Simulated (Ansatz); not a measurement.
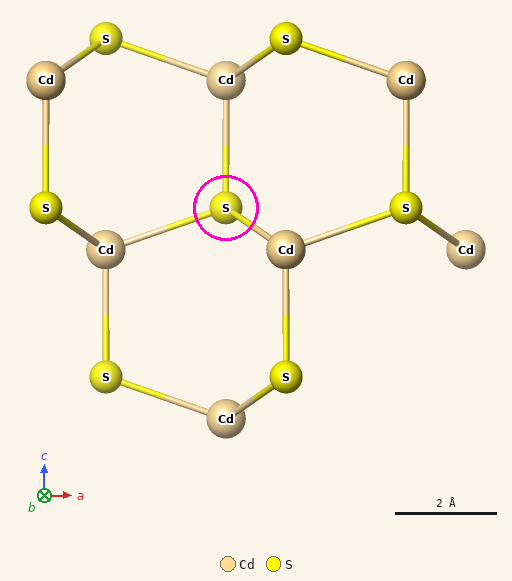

Perfect CdS. A ball-and-stick model of the atoms within 5.4 Å of one point, in a slice 4.2 Å thick across the line of sight, seen along the b axis.

Theory: Ansatz 0.2.0, DFT, PBEsol, PAW, plane waves. Set-up: plane-wave cutoff 420 eV; k-point mesh 1 × 1 × 1; mesh shifted by (0.25, 0.25, 0.25); collinear spin. Fermi-Dirac smearing of 0.01 eV. A uniform background neutralises the charged cell. The axes drawn are those of the host's conventional cell.

A sulfur atom is replaced by cadmium at the ringed place, in charge state −2. The supercell has 96 sites, and the atoms are relaxed at the host's cell.

Question: Predict the relaxed surroundings of the defect.

Answer: In the host the S atom has 4 Cd at 2.52 Å; the Cd atom ends with 4 Cd at 2.68 to 2.71 Å. Of the host's atoms, a cadmium atom moves furthest from its site, by 0.24 Å. The Cd atom itself moves 0.16 Å from where it was put. The cell's net moment is 2.00 μB.

The relaxed defect, seen from the same direction:

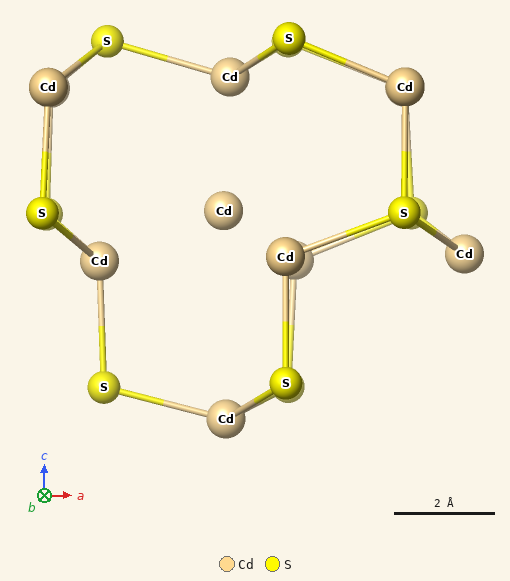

Limits of the set-up: the cell is charged, on a uniform background, and energies carry no finite-size correction.
